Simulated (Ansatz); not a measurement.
MgS: geometry relaxation

- system: MgS (4 atoms in the cell)
- method: DFT PBE, scalar-relativistic, plane waves, PAW, no spin polarisation (Ansatz 0.2.0)

The structure derives from a Materials Project entry.

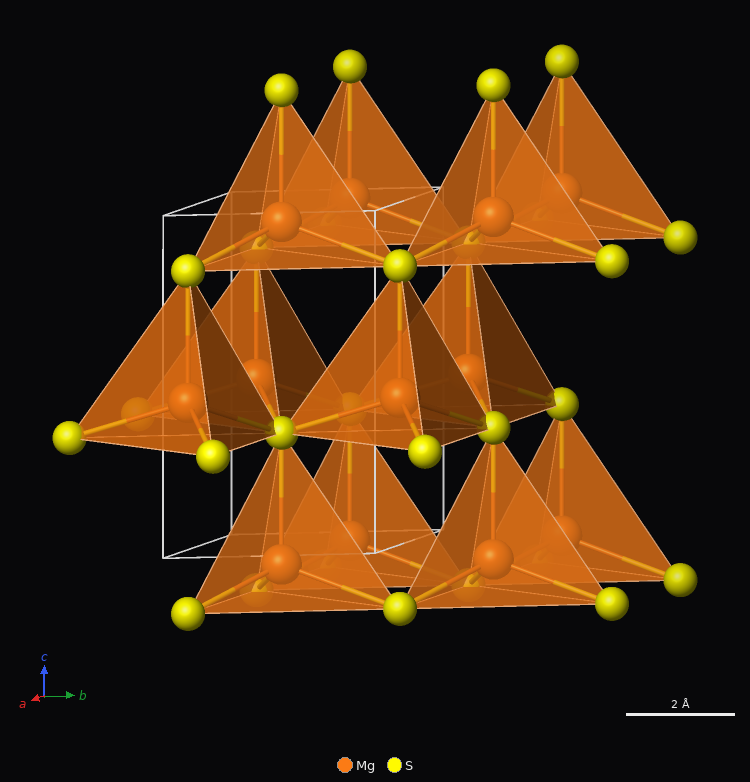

Figure 1. The structure as given in the input (polyhedral view of the cell of the calculation, repeated 2 × 2 × 1, seen slightly off an axis; polyhedra are completed across the faces of the cell).

The input
```yaml
crystal:
  lattice:
    - [4.0346224068, 0.0, 0.0]
    - [-2.0173112034, 3.494085499, 0.0]
    - [0.0, 0.0, 6.43229418]
  atoms:
    - { symbol: Mg, position: [0.66666667, 0.33333333, 0.49575485] }
    - { symbol: Mg, position: [0.33333333, 0.66666667, 0.99575485] }
    - { symbol: S, position: [0.33333333, 0.66666667, 0.37924415] }
    - { symbol: S, position: [0.66666667, 0.33333333, 0.87924415] }
basis:
  ecutwfc: 420
kpoints:
  mp_grid: { grid: [6, 6, 4] }
hamiltonian:
  xc: pbe
scf:
  occupations: { method: gaussian, width: 0.02 }
output:
  forces: true
  stress: true
  eigenvalues: true
relax:
  adjacent_minimum: "off"
  f_tol: 0.005
  max_steps: 80
  cell: { stress_tol: 0.05 }
```

Machine: 1 thread of Arm Neoverse V2, 240 GiB of memory available, shared host.

Launched with:
```bash
ansatz run input.yaml --threads 1 --pin off --max-ram 2560MiB --backend cpu --events-out ev --progress --plain --runs-dir out
```

The program's output
```
Engine: ansatz 0.2.0, aarch64-unknown-linux-gnu
Pseudopotentials: kind: paw
Pseudopotential: Mg, paw, valence charge 10, recommended cutoff 420 eV (normal), Mg.paw.azcp
Pseudopotential: S, paw, valence charge 6, recommended cutoff 420 eV (normal), S.paw.azcp
Functional definition: PBE
  parameter kappa = 0.804
  parameter beta = 0.06672455060314922
  exchange = pbe_x(kappa = kappa, mu = beta*pi^2/3)
  correlation = pbe_c(beta = beta)
Crystal: 4 atoms, lattice volume = 90.678 Å³
Basis set: ecut = 420 eV, 1785 PW (Γ), exchange–correlation on 54×54×90 points (8 copies of the dense FFT grid, shifted against one another)
Bands: 20, of which v1, the nominal top of the filled ones, is band 16 counted from 1 (15 counted from 0)
Symmetry: 12 space group operations
Space group: P63mc (ITA 186), of the structure as read, at distance tolerance 4.5e-5 Å
k-points: 21 of 144 (time reversal used)
Non-local potential: Mg, projectors of the file, l = 0: 3, l = 1: 2, l = 2: 1
Non-local potential: S, projectors of the file, l = 0: 2, l = 1: 2, l = 2: 2
PAW form: soft (Blöchl's): semilocal exchange-correlation on the pseudo side does not see the compensation charge
PAW one-centre angular grid: Mg, 110 points (default); XC on 64 Gauss nodes
PAW one-centre angular grid: S, 110 points (default); XC on 64 Gauss nodes
Initial density: superposition of atomic densities (neutral atoms: chi_scale 0, normalization atom), corrected by the library's trained network
Initial wavefunctions: pseudopotential atomic-orbital guess
Functional: x = pbe(κ = 0.804, μ = 0.2195149727645171), c = pbe(β = 0.06672455060314922)
SCF iter   1: F=—  HF=-5657.473448 eV  |F-HF|=—  |Δ(HF+E_count)|=         —  Δρ=5.97e-4  dr2=2.01e-4  ethr=1.77e-3  ⟨swp⟩=6.4  Hψ=2133  notcnv=0
preconditioner: auto → Resta (q_TF=auto, 2.294 Å⁻¹)  ε∞=3.5  [insulator: Δε(μ)=3.438 eV  Ē_g=9.835 eV  σ=0.020 eV  W_gap=1.00  n_scr=22 (ndim 8)  ℏωp=15.6 eV  f_vac=0.036  D(μ)=0.00/eV (n_scr^D=0)  ε∞_Penn≈3.5]
SCF iter   2: F=—  HF=-5657.470207 eV  |F-HF|=—  |Δ(HF+E_count)|=   3.24e-3  Δρ=3.60e-4  dr2=1.32e-4  ethr=6.30e-7  ⟨swp⟩=3.0  Hψ=1022  notcnv=0
SCF iter   3: F=—  HF=-5657.470181 eV  |F-HF|=—  |Δ(HF+E_count)|=   2.60e-5  Δρ=2.17e-4  dr2=4.94e-5  ethr=4.13e-7  ⟨swp⟩=2.3  Hψ=551  notcnv=0
SCF iter   4: F=—  HF=-5657.470195 eV  |F-HF|=—  |Δ(HF+E_count)|=   1.32e-5  Δρ=7.60e-5  dr2=4.77e-6  ethr=1.54e-7  ⟨swp⟩=2.0  Hψ=682  notcnv=0
SCF iter   5: F=—  HF=-5657.470195 eV  |F-HF|=—  |Δ(HF+E_count)|=   6.94e-7  Δρ=2.75e-5  dr2=4.34e-7  ethr=1.49e-8  ⟨swp⟩=3.0  Hψ=714  notcnv=0
SCF iter   6: F=-5657.470195 eV  HF=-5657.470195 eV  |F-HF|=6.80e-8  |Δ(HF+E_count)|=   1.07e-7  Δρ=1.08e-5  dr2=9.91e-8  ethr=3.13e-10  ⟨swp⟩=5.3  Hψ=1852  notcnv=0
SCF 1 converged in 6 iterations: F = -5657.470195 eV  dr2 = 9.91e-8
  greatest PAW one-centre occupation: 1.000 electrons in one spin orbital (limit 2), on the Mg atom at site 1 (counted from 0), in its partial waves of l = 0
relax step   1: F+E_penalty+E_count = -5657.47019514 eV  Δ(F+E_penalty+E_count) = +0.000e0 eV  max|allowed force component| = 4.751e-2 eV/Å  Δτ_max = 0.0000 Å  P = +1.071 GPa  Ω = 90.678 Å³  (6 SCF iters, dr2 threshold 1.00e-7 eV, accepted)
Crystal: 4 atoms, lattice volume = 91.894 Å³
Basis set: ecut = 420 eV, 1797 PW (Γ), exchange–correlation on 54×54×90 points (8 copies of the dense FFT grid, shifted against one another)
Initial density: handed on by an earlier stage of this run
Initial wavefunctions: those handed on with the density
iter 1 solved again at ethr=1.18e-6 eV; its pass at ethr=3.10e-3 eV (dr2=3.76e-4 eV) is discarded
SCF iter   1: F=—  HF=-5657.475839 eV  |F-HF|=—  |Δ(HF+E_count)|=         —  Δρ=5.21e-4  dr2=3.83e-4  ethr=1.18e-6  ⟨swp⟩=2.0  Hψ=2328  notcnv=0
preconditioner: auto → Resta (q_TF=auto, 2.288 Å⁻¹)  ε∞=3.5  [insulator: Δε(μ)=3.391 eV  Ē_g=9.782 eV  σ=0.020 eV  W_gap=1.00  n_scr=22 (ndim 8)  ℏωp=15.5 eV  f_vac=0.042  D(μ)=0.00/eV (n_scr^D=0)  ε∞_Penn≈3.5]
SCF iter   2: F=—  HF=-5657.475732 eV  |F-HF|=—  |Δ(HF+E_count)|=   1.07e-4  Δρ=2.99e-4  dr2=1.33e-4  ethr=1.18e-6  ⟨swp⟩=1.9  Hψ=622  notcnv=0
SCF iter   3: F=—  HF=-5657.475727 eV  |F-HF|=—  |Δ(HF+E_count)|=   5.41e-6  Δρ=6.07e-5  dr2=6.88e-6  ethr=4.17e-7  ⟨swp⟩=2.0  Hψ=538  notcnv=0
SCF iter   4: F=-5657.475733 eV  HF=-5657.475732 eV  |F-HF|=7.79e-7  |Δ(HF+E_count)|=   5.57e-6  Δρ=1.86e-5  dr2=3.43e-7  ethr=1.25e-9  ⟨swp⟩=3.9  Hψ=2043  notcnv=0
SCF 2 converged in 4 iterations: F = -5657.475733 eV  dr2 = 3.43e-7
relax step   2: F+E_penalty+E_count = -5657.47573307 eV  Δ(F+E_penalty+E_count) = -5.538e-3 eV  max|allowed force component| = 2.961e-2 eV/Å  Δτ_max = 0.0033 Å  P = +0.304 GPa  Ω = 91.894 Å³  energy of the carried Pulay correction = -2.784e-5 eV  (4 SCF iters, dr2 threshold 4.00e-7 eV, accepted)
Crystal: 4 atoms, lattice volume = 92.413 Å³
iter 1 solved again at ethr=3.52e-7 eV; its pass at ethr=3.10e-3 eV (dr2=1.13e-4 eV) is discarded
SCF iter   1: F=—  HF=-5657.476449 eV  |F-HF|=—  |Δ(HF+E_count)|=         —  Δρ=3.31e-4  dr2=1.09e-4  ethr=3.52e-7  ⟨swp⟩=2.3  Hψ=2344  notcnv=0
preconditioner: auto → Resta (q_TF=auto, 2.286 Å⁻¹)  ε∞=3.5  [insulator: Δε(μ)=3.375 eV  Ē_g=9.760 eV  σ=0.020 eV  W_gap=1.00  n_scr=22 (ndim 8)  ℏωp=15.5 eV  f_vac=0.042  D(μ)=0.00/eV (n_scr^D=0)  ε∞_Penn≈3.5]
SCF iter   2: F=—  HF=-5657.476418 eV  |F-HF|=—  |Δ(HF+E_count)|=   3.06e-5  Δρ=1.86e-4  dr2=3.69e-5  ethr=3.41e-7  ⟨swp⟩=1.0  Hψ=420  notcnv=0
SCF iter   3: F=—  HF=-5657.476423 eV  |F-HF|=—  |Δ(HF+E_count)|=   4.65e-6  Δρ=3.15e-5  dr2=1.68e-6  ethr=1.15e-7  ⟨swp⟩=2.2  Hψ=588  notcnv=0
SCF iter   4: F=-5657.476424 eV  HF=-5657.476424 eV  |F-HF|=1.91e-7  |Δ(HF+E_count)|=   1.36e-6  Δρ=1.03e-5  dr2=1.16e-7  ethr=9.61e-10  ⟨swp⟩=5.7  Hψ=1853  notcnv=0
SCF 3 converged in 4 iterations: F = -5657.476424 eV  dr2 = 1.16e-7
relax step   3: F+E_penalty+E_count = -5657.47642443 eV  Δ(F+E_penalty+E_count) = -6.914e-4 eV  max|allowed force component| = 7.836e-3 eV/Å  Δτ_max = 0.0035 Å  P = -0.003 GPa  Ω = 92.413 Å³  energy of the carried Pulay correction = -3.962e-5 eV  (4 SCF iters, dr2 threshold 3.07e-7 eV, accepted)
iter 1 solved again at ethr=2.01e-8 eV; its pass at ethr=3.10e-3 eV (dr2=6.44e-6 eV) is discarded
SCF iter   1: F=—  HF=-5657.476457 eV  |F-HF|=—  |Δ(HF+E_count)|=         —  Δρ=1.02e-4  dr2=6.13e-6  ethr=2.01e-8  ⟨swp⟩=2.8  Hψ=2316  notcnv=0
preconditioner: auto → Resta (q_TF=auto, 2.286 Å⁻¹)  ε∞=3.5  [insulator: Δε(μ)=3.378 eV  Ē_g=9.759 eV  σ=0.020 eV  W_gap=1.00  n_scr=22 (ndim 8)  ℏωp=15.5 eV  f_vac=0.040  D(μ)=0.00/eV (n_scr^D=0)  ε∞_Penn≈3.5]
SCF iter   2: F=—  HF=-5657.476442 eV  |F-HF|=—  |Δ(HF+E_count)|=   1.56e-5  Δρ=5.65e-5  dr2=2.00e-6  ethr=1.91e-8  ⟨swp⟩=1.6  Hψ=497  notcnv=0
SCF iter   3: F=—  HF=-5657.476443 eV  |F-HF|=—  |Δ(HF+E_count)|=   7.74e-7  Δρ=6.46e-6  dr2=5.26e-8  ethr=6.25e-9  ⟨swp⟩=2.9  Hψ=748  notcnv=0
SCF iter   4: F=-5657.476443 eV  HF=-5657.476443 eV  |F-HF|=1.49e-9  |Δ(HF+E_count)|=   5.01e-8  Δρ=1.69e-6  dr2=3.02e-9  ethr=1.20e-11  ⟨swp⟩=3.0  Hψ=1819  notcnv=0
SCF 4 converged in 4 iterations: F = -5657.476443 eV  dr2 = 3.02e-9
relax step   4: F+E_penalty+E_count = -5657.47644257 eV  Δ(F+E_penalty+E_count) = -1.814e-5 eV  max|allowed force component| = 2.188e-4 eV/Å  Δτ_max = 0.0013 Å  P = +0.000 GPa  Ω = 92.413 Å³  energy of the carried Pulay correction = -3.962e-5 eV  (4 SCF iters, dr2 threshold 3.84e-9 eV, accepted)
Basis set: ecut = 420 eV, 1797 PW (Γ), exchange–correlation on 60×60×90 points (8 copies of the dense FFT grid, shifted against one another)
Initial wavefunctions: pseudopotential atomic-orbital guess (no wavefunctions were taken with the density)
iter 1 solved again at ethr=5.72e-7 eV; its pass at ethr=3.10e-3 eV (dr2=1.83e-4 eV) is discarded
SCF iter   1: F=—  HF=-5657.476481 eV  |F-HF|=—  |Δ(HF+E_count)|=         —  Δρ=2.90e-5  dr2=2.46e-8  ethr=5.72e-7  ⟨swp⟩=3.0  Hψ=3114  notcnv=0
eigensolver tolerance schedule: the retry pair's looser diagonalisation over-reported the residual by 7431.83 of it (diagonalisation noise at an unbounded share of the residual, at the tolerance the schedule requests for it); recorded, not acted on — ethr = c·dr2/N_el stays at c = 1.0e-1
SCF iter   2: F=—  HF=-5657.476476 eV  |F-HF|=—  |Δ(HF+E_count)|=   5.40e-6  Δρ=1.47e-5  dr2=8.03e-9  ethr=7.70e-11  ⟨swp⟩=3.0  Hψ=900  notcnv=0
SCF iter   3: F=—  HF=-5657.476482 eV  |F-HF|=—  |Δ(HF+E_count)|=   5.99e-6  Δρ=5.29e-6  dr2=1.08e-9  ethr=2.51e-11  ⟨swp⟩=2.0  Hψ=550  notcnv=0
SCF iter   4: F=—  HF=-5657.476483 eV  |F-HF|=—  |Δ(HF+E_count)|=   8.94e-7  Δρ=2.72e-7  dr2=8.60e-11  ethr=3.36e-12  ⟨swp⟩=2.0  Hψ=574  notcnv=0
SCF iter   5: F=-5657.476483 eV  HF=-5657.476483 eV  |F-HF|=3.54e-10  |Δ(HF+E_count)|=  1.56e-10  Δρ=1.55e-7  dr2=1.56e-11  ethr=1.00e-12  ⟨swp⟩=4.0  Hψ=1470  notcnv=0
SCF 5 converged in 5 iterations: F = -5657.476483 eV  dr2 = 1.56e-11
relax step   5: F+E_penalty+E_count = -5657.47648257 eV  Δ(F+E_penalty+E_count) = -4.000e-5 eV  max|allowed force component| = 2.395e-4 eV/Å  Δτ_max = 0.0000 Å  P = +0.000 GPa  Ω = 92.413 Å³  stress off target by 2.02e-4 GPa  SCF on the basis re-selected at this cell (its energy is not comparable with the rows above)  (5 SCF iters)
```

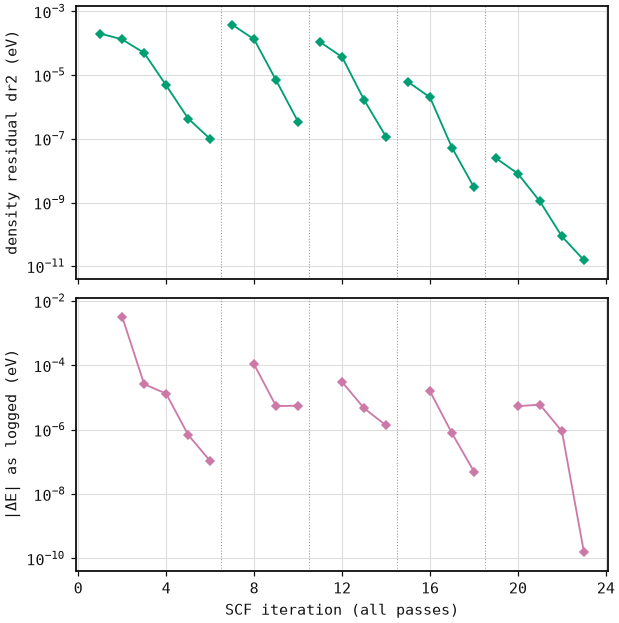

Figure 2. Convergence of the self-consistent field: density residual dr2 and size of the energy change against the SCF iteration. The dotted lines part the SCF passes of the relaxation: geometry steps, rejected trials and re-solves on a re-selected basis. The 5 passes take 4 to 6 iterations each, 23 in all.

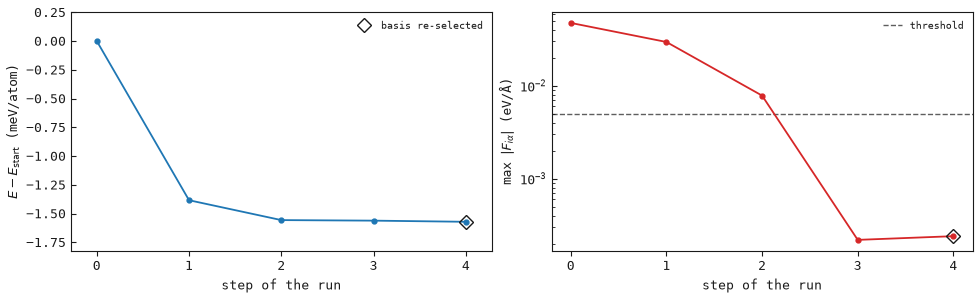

Figure 3. Progress of the relaxation, step by step (the first geometry is step 0 here and step 1 in the log).

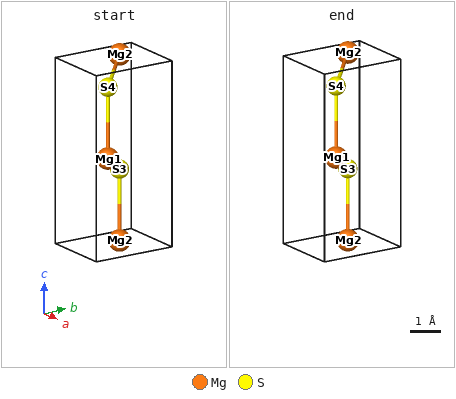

Figure 4. Before (left) and after (right) the relaxation, at one scale (ball-and-stick view of the cell of the calculation, seen slightly off an axis). The largest moves relative to the cell, 0.008 Å, are those of Mg1, Mg2, S3 and S4. By element the largest moves are Mg 0.008 Å, S 0.008 Å. The volume changes by +1.9 %, with a = b 4.035 → 4.055 Å (+0.5 %), c 6.432 → 6.491 Å (+0.9 %). Among the contacts that change: Mg1–S3 2.447 → 2.465 Å, Mg1–S4 2.467 → 2.473 Å. The space group stays P6_3mc (No. 186). The energy falls by 1.6 meV per atom in 3 geometry steps. Largest force component: 0.048 eV/Å at the start, 0.00024 eV/Å at the end. The pressure goes from 1.07 to 0.00 GPa. A last SCF at the same geometry on a re-selected plane-wave basis shifts the energy by next to nothing (0.0 meV per atom). (Atoms are counted from 1 in the order of the input.)

```
basis re-selected at this cell: Δ(F+E_penalty+E_count) = -4.000e-5 eV, ΔP = -0.000 GPa vs the last step (what re-selecting the basis moved, of the pressure what is left beyond the Pulay correction that the steps carried, after the strain that the cell walked since its last selection, with what the two solves' SCF thresholds leave and, on support functions, any second-order correction that the steps lacked; it is no measure of the basis error at this ecutwfc). The dense FFT grid was sized anew with the basis: this SCF ran on 30×30×45 points, the steps before it on 27×27×45, so part of this shift can come from that change (see relax.cell in the input reference). This SCF's stress stands 2.02e-4 GPa from its target on what of the cell is left free (relax.cell.stress_tol is 5.00e-2 GPa) and its largest allowed force component is 2.40e-4 eV/Å (relax.f_tol is 5.00e-3 eV/Å): within both
SCF converged after 5 iterations
Free energy (F): -5657.476483 eV
Harris-Foulkes:  -5657.476483 eV  (|F-HF|=3.54e-10)
Internal energy: -5657.476483 eV  (E = F + TS)
E sigma→0 (E₀):  -5657.476483 eV
Fermi energy:    4.767785 eV
--- Per-component energies (eV) ---
  E_band       = -745.208120
  E_kinetic    = 367.503807
  E_local      = -3789.733690  (includes V_loc(G=0)·N_el)
  E_nonlocal   = 247.113740
  E_hartree    = 1373.921922
  E_xc         = -253.886156
  E_vxc        = -251.789189  (∫ρ·V_xc dr)
  E_paw        = -1785.642419  (= ΣΔE_a)
  E_vpaw       = -66.146596  (= ΣTr[D̂ρ^β])
  E_aug_tail   = -0.000004  (compensation charges beyond the density's cutoff)
  E_ewald      = -1816.753683
  E_smearing   = -0.000000  (= −TS)
  E_closure    = 0.000000  (closes the sum)
  Σ components = -5657.476483   (vs F -5657.476483, Δ=0.00e0)
--- Forces (eV/Å), atoms counted from 1 ---
  atom   1  Mg    -0.00000000     0.00000000     0.00023732
  atom   2  Mg     0.00000000    -0.00000000     0.00023732
  atom   3  S      0.00000000    -0.00000000    -0.00024171
  atom   4  S     -0.00000000     0.00000000    -0.00024171
  max |Σ_I F_I| component: 8.78e-6 eV/Å
--- Stress (GPa, compression-positive) ---
        0.000177       0.000000      -0.000000
        0.000000       0.000177       0.000000
       -0.000000       0.000000       0.000202
  P = ⅓ Tr σ = 0.0002 GPa (0.002 kbar)
--- Band table (eV; the first three rows and the last of 21) ---
  k-point 0: bands = ["-70.8540", "-70.8539", "-37.6128", "-37.6104", "-37.6077", "-37.6077", "-37.6072", "-37.6072", "-8.2355", "-7.5380", "-0.0527", "2.5619", "2.5619", "2.9638", "2.9638", "3.0786", "6.4570", "7.7500", "10.5588", "10.5588"]
  k-point 1: bands = ["-70.8540", "-70.8540", "-37.6125", "-37.6107", "-37.6076", "-37.6076", "-37.6073", "-37.6073", "-8.1457", "-7.6550", "0.2951", "2.3874", "2.6175", "2.6175", "2.9016", "2.9016", "7.1362", "7.8858", "10.5223", "10.5223"]
  k-point 2: bands = ["-70.8540", "-70.8540", "-37.6116", "-37.6116", "-37.6074", "-37.6074", "-37.6074", "-37.6074", "-7.9137", "-7.9137", "1.2145", "1.2145", "2.7562", "2.7562", "2.7562", "2.7562", "7.9389", "7.9389", "10.6202", "10.6202"]
  k-point 20: bands = ["-70.8539", "-70.8539", "-37.6116", "-37.6116", "-37.6086", "-37.6086", "-37.6084", "-37.6084", "-7.4148", "-7.4148", "0.3681", "0.3681", "1.1748", "1.1748", "2.5767", "2.5767", "8.8450", "8.8450", "9.4593", "9.4593"]
--- Relaxed structure (4 steps of the walk, 4 accepted, 1 SCFs on fresh bases) ---
  F+E_penalty+E_count = -5657.47648257 eV   max|allowed force component| = 2.395e-4 eV/Å   (the final SCF, on the basis selected at the relaxed cell)
  cell:  # Å, volume = 92.4133 Å³
    - [4.054656050515919, 0.0, 9.22446814644859e-34]
    - [-2.0273280252579595, 3.5114351433550657, -4.612234073224295e-34]
    - [1.4706331048900878e-33, 7.353165524450438e-33, 6.490764283564272]
  atoms:
    - { symbol: Mg, position: [0.6666666666666665, 0.33333333333333326, 0.49701644888022156] }
    - { symbol: Mg, position: [0.33333333333333326, 0.6666666666666665, 0.9970164488802216] }
    - { symbol: S, position: [0.33333333333333326, 0.6666666666666665, 0.3779825511197783] }
    - { symbol: S, position: [0.6666666666666665, 0.33333333333333326, 0.8779825511197781] }
```

Trajectory as extended XYZ (Å, eV, eV/Å), 5 frames, from step=1 to step=5
```
4
Lattice="4.0346 0.0000 0.0000 -2.0173 3.4941 0.0000 0.0000 0.0000 6.4323" Properties=species:S:1:pos:R:3:forces:R:3 step=1 energy=-5657.47019 pressure_GPa=1.07
Mg    2.0173    1.1647    3.1888    0.0000   0.0000   0.0475
Mg    0.0000    2.3294    6.4050    0.0000   0.0000   0.0475
S     0.0000    2.3294    2.4394    0.0000   0.0000  -0.0475
S     2.0173    1.1647    5.6556    0.0000   0.0000  -0.0475
4
Lattice="4.0502 0.0000 0.0000 -2.0251 3.5076 0.0000 0.0000 0.0000 6.4685" Properties=species:S:1:pos:R:3:forces:R:3 step=2 energy=-5657.47573 pressure_GPa=0.30
Mg    2.0251    1.1692    3.2101    0.0000   0.0000   0.0296
Mg    0.0000    2.3384    6.4443    0.0000   0.0000   0.0296
S     0.0000    2.3384    2.4498    0.0000   0.0000  -0.0296
S     2.0251    1.1692    5.6840    0.0000   0.0000  -0.0296
4
Lattice="4.0557 0.0000 0.0000 -2.0278 3.5123 0.0000 0.0000 0.0000 6.4875" Properties=species:S:1:pos:R:3:forces:R:3 step=3 energy=-5657.47642 pressure_GPa=-0.00
Mg    2.0278    1.1708    3.2231    0.0000   0.0000   0.0078
Mg    0.0000    2.3415    6.4669    0.0000   0.0000   0.0078
S     0.0000    2.3415    2.4535    0.0000   0.0000  -0.0079
S     2.0278    1.1708    5.6973    0.0000   0.0000  -0.0079
4
Lattice="4.0547 0.0000 0.0000 -2.0273 3.5114 0.0000 0.0000 0.0000 6.4908" Properties=species:S:1:pos:R:3:forces:R:3 step=4 energy=-5657.47644 pressure_GPa=0.00
Mg    2.0273    1.1705    3.2260    0.0000   0.0000   0.0002
Mg    0.0000    2.3410    6.4714    0.0000   0.0000   0.0002
S     0.0000    2.3410    2.4534    0.0000   0.0000  -0.0002
S     2.0273    1.1705    5.6988    0.0000   0.0000  -0.0002
4
Lattice="4.0547 0.0000 0.0000 -2.0273 3.5114 0.0000 0.0000 0.0000 6.4908" Properties=species:S:1:pos:R:3:forces:R:3 step=5 energy=-5657.47648 pressure_GPa=0.00
Mg    2.0273    1.1705    3.2260    0.0000   0.0000   0.0002
Mg    0.0000    2.3410    6.4714    0.0000   0.0000   0.0002
S     0.0000    2.3410    2.4534    0.0000   0.0000  -0.0002
S     2.0273    1.1705    5.6988    0.0000   0.0000  -0.0002
```

Summary

```csv
quantity,value
outcome,converged
space group (tolerance 0.01 Å),P6₃mc (186)
electrons treated,32
free energy,−5657.4765 eV
Fermi energy,4.768 eV
gap on the k-point mesh,3.38 eV
pressure,0.00 GPa
final volume,92.41 Å³
largest force (length of the vector) at the end,under 0.001 eV/Å
final cell,"a = 4.055 Å, b = 4.055 Å, c = 6.491 Å, α = 90.00°, β = 90.00°, γ = 120.00°"
wall time,17 s
peak memory,0.42 GiB
```
